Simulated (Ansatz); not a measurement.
# Ga_Mg in MgO (Fm-3m): charge-transition levels and formation energies

Aim: at which Fermi levels does Ga_Mg in MgO (Fm-3m) change its charge? The model is a cell of 54 host atoms with 1 Mg taken out and 1 Ga put in.

Calculated with Ansatz 0.2.0; place-levels on r2SCAN runs: charge-transition levels and formation energies with image-charge correction and potential alignment at the atomic sites; PAW set soft_1.

**Measured values to reproduce.**

“Electronic structure of alkaline earth and post-transition metal oxides” (2009, arxiv:0908.1581) quotes from earlier work for MgO, rocksalt (bulk crystal): band gap (literature experimental gap) 7.83 eV [Literature value based on experiment; other listed experimental values range from 7.7 to …].

Most raw output is cut from this account.

### 1. The structure

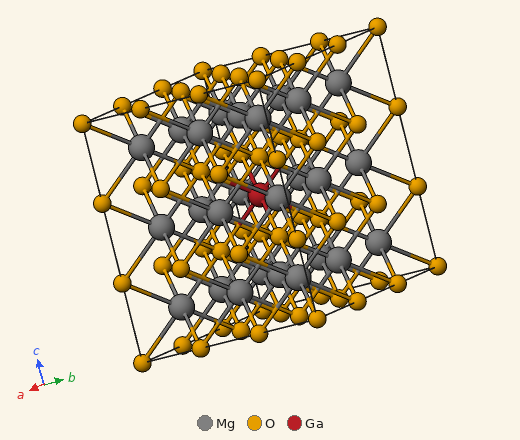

The cell as given, slightly off an axis (magnesium grey, oxygen orange, gallium red). Bonds to atoms that aren't drawn are left out. Some periodic images of atoms are drawn too.

The cell holds 54 atoms: 26 Mg, 27 O and 1 Ga. Cell: a = 8.925 Å, b = 8.925 Å, c = 8.925 Å, α = 60.0°, β = 60.0°, γ = 60.0°. It derives from MgO (space group Fm-3m). Nearest the centre at fractional (0.667, 0.667, 0.333): Ga51 at 0.00 Å, O28 at 2.10 Å, O44 at 2.10 Å, O32 at 2.10 Å, O34 at 2.10 Å, O46 at 2.10 Å, O50 at 2.10 Å, Mg9 at 2.98 Å.

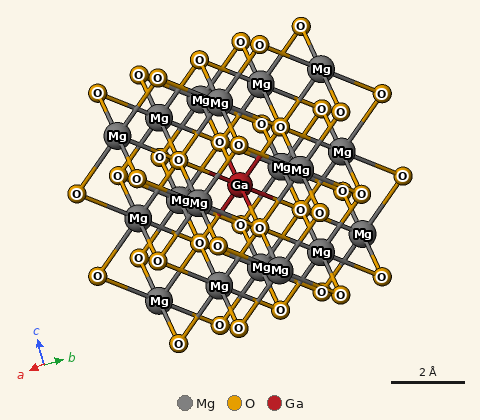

The atoms within 5 Å of the centre.

Structure file:

```xyz
54
Lattice="0.0000 6.3112 6.3112 6.3112 0.0000 6.3112 6.3112 6.3112 0.0000" Properties=species:S:1:pos:R:3 pbc="T T T"
Mg    0.0000    0.0000    0.0000
O     2.1037    2.1037    2.1037
Mg    2.1037    2.1037    0.0000
O     4.2075    4.2075    2.1037
Mg    4.2075    4.2075    0.0000
O     6.3112    6.3112    2.1037
Mg    2.1037    0.0000    2.1037
O     4.2075    2.1037    4.2075
Mg    4.2075    2.1037    2.1037
O     6.3112    4.2075    4.2075
Mg    6.3112    4.2075    2.1037
O     8.4150    6.3112    4.2075
Mg    4.2075    0.0000    4.2075
O     6.3112    2.1037    6.3112
Mg    6.3112    2.1037    4.2075
O     8.4150    4.2075    6.3112
Mg    8.4150    4.2075    4.2075
O    10.5187    6.3112    6.3112
Mg    0.0000    2.1037    2.1037
O     2.1037    4.2075    4.2075
Mg    2.1037    4.2075    2.1037
O     4.2075    6.3112    4.2075
Mg    4.2075    6.3112    2.1037
O     6.3112    8.4150    4.2075
Mg    2.1037    2.1037    4.2075
O     4.2075    4.2075    6.3112
Mg    4.2075    4.2075    4.2075
O     6.3112    6.3112    6.3112
Mg    6.3112    6.3112    4.2075
O     8.4150    8.4150    6.3112
Mg    4.2075    2.1037    6.3112
O     6.3112    4.2075    8.4150
Mg    6.3112    4.2075    6.3112
O     8.4150    6.3112    8.4150
Mg    8.4150    6.3112    6.3112
O    10.5187    8.4150    8.4150
Mg    0.0000    4.2075    4.2075
O     2.1037    6.3112    6.3112
Mg    2.1037    6.3112    4.2075
O     4.2075    8.4150    6.3112
Mg    4.2075    8.4150    4.2075
O     6.3112   10.5187    6.3112
Mg    2.1037    4.2075    6.3112
O     4.2075    6.3112    8.4150
Mg    4.2075    6.3112    6.3112
O     6.3112    8.4150    8.4150
Mg    6.3112    8.4150    6.3112
O     8.4150   10.5187    8.4150
Mg    4.2075    4.2075    8.4150
O     6.3112    6.3112   10.5187
Ga    6.3112    6.3112    8.4150
O     8.4150    8.4150   10.5187
Mg    8.4150    8.4150    8.4150
O    10.5187   10.5187   10.5187
```

The host's dielectric constants go in as inputs: 3.24 for the electrons alone, 10.37 with the ions, from a response run on this crystal (DFPT, PBEsol) at that run's own cell.

The cell's shortest repeat is 8.9 Å.

### 2. The runs of each charge state

Levels follow from differences of total energies between charge states, each relaxed by itself.

Random displacements of about 0.05 Å break the site symmetry at the start, so that the relaxation can reach a distorted minimum if there is one. Forces are taken at one point at (¼, ¼, ¼). The cell holds 1 electron more than the neutral one, with a uniform background that keeps it neutral on the whole.

The sampling was tested on the host first: at the k-points planned (1x1x1 shifted 0.25 0.25 0.25) its energy lies 0.020 eV an atom from the dense-mesh value, under the bound of 0.02 eV set for this test; that bounds the host's error, not the defect's.

One of the inputs; charge, spin and start change from state to state.

Contents of qm1.relax/input.yaml:

```yaml
crystal:
  lattice:
    - [0.0, 2.10374764, 2.10374764]
    - [2.10374764, 0.0, 2.10374764]
    - [2.10374764, 2.10374764, 0.0]
  atoms:
    - { symbol: Mg, position: [0.0, 0.0, 0.0] }
    - { symbol: O, position: [0.5, 0.5, 0.5] }
  supercell: [3, 3, 3]
  defects: [{ substitution: { at: 50, symbol: Ga } }]
total_charge: -1
basis:
  ecutwfc: 500
  xc_grid: 2
hamiltonian:
  xc: r2scan
  pseudopotentials: { kind: paw, azcp: { folder: soft_1 } }
kpoints:
  mp_grid: { grid: [1, 1, 1], shift: [0.25, 0.25, 0.25] }
scf:
  occupations: { method: fixed }
  max_iter: 100
output:
  forces: true
  charged_corrections: { epsilon: 3.24, static_epsilon: 10.37 }
relax:
  f_tol: 0.02
  max_steps: 80
  random_displacement: { amplitude: 0.05, seed: 4625 }
checkpoint:
  write: "../qm1.relax.run"
  compress: false
  write_wavefunctions: true
  write_every: 100000
```

Started as:

```console
> ansatz run input.yaml --threads 4 --pin off --max-ram 7536MiB --backend cpu --events-out ev --progress --plain --runs-dir out
```

The relaxed structure is kept and the sampling changed to a 2×2×2 shifted mesh.

The run of this state that the levels use, under r2SCAN:

Contents of qm1.point/input.yaml:

```yaml
crystal:
  checkpoint: "../qm1.relax.run"
  host: checkpoint
total_charge: -1
basis:
  ecutwfc: 500
  xc_grid: 2
hamiltonian:
  xc: r2scan
  pseudopotentials: { kind: paw, azcp: { folder: soft_1 } }
kpoints:
  mp_grid: { grid: [2, 2, 2], shift: [0.5, 0.5, 0.5] }
scf:
  occupations: { method: fermi_dirac, width: 0.01 }
  max_iter: 100
output:
  forces: true
  eigenvalues: true
  charged_corrections:
    epsilon: 3.24
    static_epsilon: 10.37
    defect_position: [0.666667, 0.666667, 0.333333]
  eigenstates: { localisation: true }
  populations: true
  band_densities: [{ bands: [v1, v1] }, { bands: [c1, c1] }]
  write_density: true
  write_potential: true
  volumetric_format: npy
checkpoint:
  read: "../qm1.relax.run"
  write: "../qm1.point.run"
  compress: false
  write_wavefunctions: false
  write_every: 100000
```

Relaxations under r2SCAN at one point at (¼, ¼, ¼); times on 4 threads of Arm Neoverse N1, shared host:

```tsv
charge	moment (μB)	occupations	outcome	steps	largest displacement against the far atoms (Å)	time
−1	0	fixed	converged	5	0.18	1.8 min
0	1	fixed	converged	4	0.06	3.5 min
+1	0	fixed	converged	5	0.07	100 s
```

Single points under r2SCAN at a 2×2×2 shifted mesh; times on 4 threads of Arm Neoverse N1, shared host:

```tsv
charge	moment (μB)	occupations	outcome	time
−1	0	fermi-dirac	converged	1.8 min
0	1	fermi-dirac	converged	4.6 min
+1	0	fermi-dirac	converged	1.8 min
```

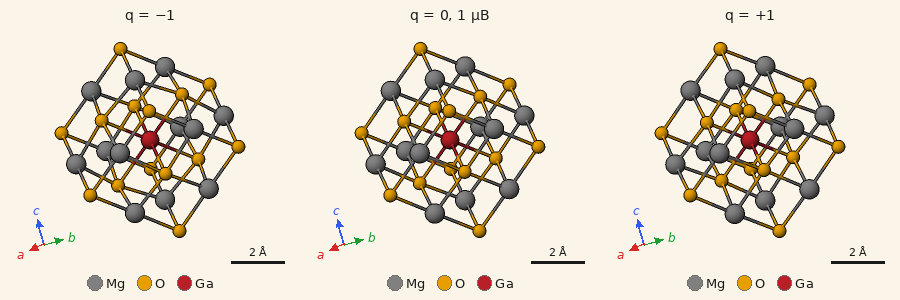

The structures near the centre after relaxation with r2SCAN, by charge.

Distances (Å) from Ga51 to the nearest atoms after relaxation with r2SCAN:

```tsv
charge	moment (μB)	1.	2.	3.	4.	5.	6.
−1	0	O 2.28	O 2.28	O 2.28	O 2.28	O 2.28	O 2.28
0	1	O 2.16	O 2.16	O 2.16	O 2.16	O 2.16	O 2.16
+1	0	O 2.03	O 2.03	O 2.03	O 2.03	O 2.03	O 2.03
```

### 3. Levels against the band edges, r2SCAN

A charged cell interacts with its images and the background, and its potential has another zero than the host's. place-levels removes the first by a point-charge model, screened by the static dielectric constant since the ions have relaxed around the charge, and the second by comparing potentials at atoms far from the defect.

The host is a run of the defect-free crystal in the same cutoffs, grids and k-points, so that basis and sampling errors cancel in part in the differences. The host is run in a cell of 2 atoms on a matching mesh. Its band edges are searched through the zone by a band path, so the gap is smaller than, or equal to, that on the mesh. Chemical potentials are energies per atom of Mg (hcp) and Ga (alpha-Ga (Cmce)), run with the same functional and cutoff.

Contents of levels.point.yaml:

```yaml
host:
  run: host.point.run
states: [qm1.point.run, q0_M1.point.run, qp1.point.run]
geometry_from:
  qm1.point.run: qm1.relax.run
  q0_M1.point.run: q0_M1.relax.run
  qp1.point.run: qp1.relax.run
chemical_potentials:
  Mg:
    energy: -1926.407918
    dataset: "<sha256 of the dataset>"
  Ga:
    energy: -3790.270342
    dataset: <sha256 of the dataset>
epsilon: 3.24
static_epsilon: 10.37
vertical:
  - { from: qm1.point.run, to: qm1.point_neutral.run }
  - { from: qp1.point.run, to: qp1.point_neutral.run }
```

Started as:

```console
> ansatz place-levels levels.point.yaml -- --threads 4 --pin off --max-ram 7536MiB
```

Run time: 0.51 s. Hardware: 4 threads of Arm Neoverse N1, shared host.

Levels between the charges placed, in eV above the valence top:

```tsv
	gap (eV)	(+1/0)	(0/−1)
r2SCAN	5.68	5.11	4.88
```

Corrections by state:

```tsv
charge	moment (μB)	image terms and alignment (eV)	band filling (eV)	ε used	over the lowest of its charge, as the program ranks them, band filling apart (eV)
+1	0.0	0.365	-	10.37	0.000
0	1.0	0.000	-	-	0.000
−1	0.0	0.113	-	10.37	0.000
```

The charged structures listed were also run neutral, and place-levels reads from each pair, by the potential or the spins, how wide the charge is by which they differ; that can be the carrier of either run.

```tsv
charge	rms radius (Å)	spread where it is widest against the cell (Å)	wide from (Å)	reading
+1	2.9	1.70	1.26	wide
−1	1.9	1.09	1.26	narrow
```

The neutral runs of these pairs need not share the spin of the lowest neutral state, and very wide values only mean spread over the cell.

From the program's caveats on the states, each cut to its opening words:

- charge +1: it parts from the run at its places by a charge that spreads by about 1.7 Å along one vector (1.3 Å or more is wide), by its potential at epsilon 3.24, taken [...]
- charge +1, 0 (1 μB), −1: its alignment with the host at atomic sites is doubtful: the cell is too small to show whether the defect's potential has decayed: take a larger one
- charge 0 (1 μB): flagged: stability check not made

The host's formation energy from the elements is -2.963 eV per atom; it sets how far the chemical potentials can move.

Limit set by the element alone; other compounds of these elements are not counted. Chemical potentials from the elements' reference states: Mg 0.00 eV, O -5.93 eV, Ga 0.00 eV. Formation energies (Mg-rich), with the Fermi level at the valence top and at the conduction bottom (gap 5.68 eV):

```tsv
charge	at valence top (eV)	at conduction bottom (eV)	correction included (eV)
+1	0.03	5.70	0.36
0	5.14	5.14	0.00
−1	10.02	4.34	0.11
```

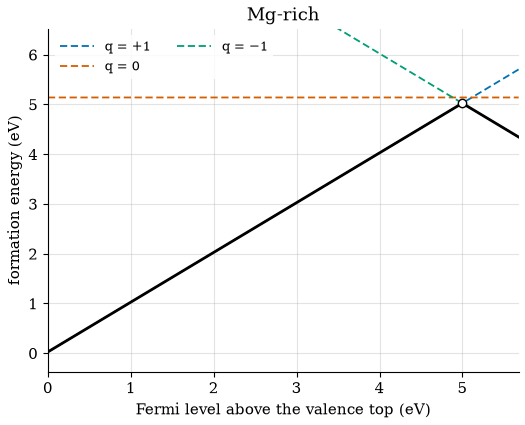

Formation energy against Fermi level; the thick line follows the lowest charge state and circles mark the transition levels.

Limit set by the element alone; other compounds of these elements are not counted. Chemical potentials from the elements' reference states: O 0.00 eV, Mg -5.93 eV, Ga 0.00 eV. Formation energies (O-rich), with the Fermi level at the valence top and at the conduction bottom (gap 5.68 eV):

```tsv
charge	at valence top (eV)	at conduction bottom (eV)	correction included (eV)
+1	-5.90	-0.22	0.36
0	-0.79	-0.79	0.00
−1	4.10	-1.58	0.11
```

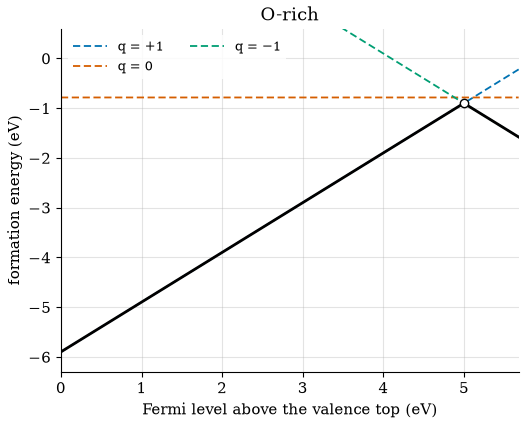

Formation energy against Fermi level; the thick line follows the lowest charge state and circles mark the transition levels.

### 4. The same at the relaxations' own k-points

The relaxations' own energies give the levels at their sampling, for comparison.

Contents of levels.relax_mesh.yaml:

```yaml
host:
  run: host.relax.run
states: [qm1.relax.run, q0_M1.relax.run, qp1.relax.run]
chemical_potentials:
  Mg:
    energy: -1926.407918
    dataset: "<sha256 of the dataset>"
  Ga:
    energy: -3790.270342
    dataset: <sha256 of the dataset>
```

Started as:

```console
> ansatz place-levels levels.relax_mesh.yaml -- --threads 4 --pin off --max-ram 7536MiB
```

Run time: 0.17 s. Hardware: 4 threads.

Levels between neighbouring charges, in eV above the valence top:

```tsv
	gap (eV)	(+1/0)	(0/−1)
one point at (¼, ¼, ¼)	5.66	4.92	4.77
a 2×2×2 shifted mesh	5.68	5.11	4.88
```

Going from one point at (¼, ¼, ¼) to a 2×2×2 shifted mesh moves the levels that carry no band-filling term by up to 0.19 eV and formation energies against the elements by up to 0.24 eV.

### 5. What came out

```
gap of the host                                                          : 5.68 eV (r2SCAN)
level (plus 1/0)                                                         : 5.11 eV above the valence top, not a change between lowest states
level (0/minus 1)                                                        : 4.88 eV above the valence top, not a change between lowest states
level (plus 1/minus 1)                                                   : 5.00 eV above the valence top
lowest of the charges placed, just above the valence top (0.02 eV)       : +1
lowest of the charges placed, just below the conduction bottom (0.02 eV) : −1
lowest formation energy at mid-gap of the charges run, Mg-rich           : 2.86 eV
lowest formation energy at mid-gap of the charges run, O-rich            : -3.06 eV
```

What this shows: Of the charges placed (−1, 0 and +1), the lowest changes at 5.00 eV (+1/−1) above the valence top, in a gap of 5.68 eV. (+1/−1) passes over charge 0, which lies 0.12 eV above the two there; a lower structure or spin state of it, if missed, would change that. Charges above +1 and below −1 were not placed, so these runs say nothing of levels that involve them. States placed: +1 at 0 μB; 0 at 1 μB; −1 at 0 μB. Other spin states or structures, where not listed, weren't placed. Ga is taken at its element; compounds, which aren't counted here, bound the chemical potentials and would shift these formation energies. The lowest formation energy (O-rich) is negative across the gap, so the defect would form by itself: these chemical potentials lie beyond what competing compounds allow, or the host is unstable against it. Going from one point at (¼, ¼, ¼) to a 2×2×2 shifted mesh moves the levels that carry no band-filling term by up to 0.19 eV and formation energies against the elements by up to 0.24 eV. The program doubts the alignment of potentials for at least one state, a sign that the cell is small. What this leaves open: the images are only 8.9 Å apart; r2SCAN makes the gap too small and tends to spread out bound carriers; where a gas molecule sets a chemical potential or the host's formation energy, its binding is uncorrected; force components of up to 0.25 eV/Å remain in a run at the final settings.

Calculation against experiment:

| quantity | measured | r2SCAN |
| --- | --- | --- |
| band gap (least gap of the host) (eV) | 7.83 | 5.68 (-2.15 eV) |

Measured values from arxiv:0908.1581 (2009).

How well it matches: The band gap is off by -2.15 eV: a clear miss. Local and semilocal functionals usually give gaps below the measured ones. Zero-point and thermal motion shift the measured gap.

[Logs are printed without paths, hosts, clocks, repeated set-up lines and the standing remarks that a program may print on its own settings, such as how far it seeks lower states.]

[Hosts, paths, dates, database ids (printed as entryN), source tags and the programs' standing remarks are cut or masked in the printed files.]

[Where a table of states has a column of steps, it counts the stored structures, which are thinned; the runs took as many ionic steps or more.]

[A defect's name tells the site on which it was built; relaxed atoms can leave that site.]

[For some hosts the program warned that the k-mesh of the response run may be too coarse for force constants and the static dielectric constant; such warnings are not shown here.]
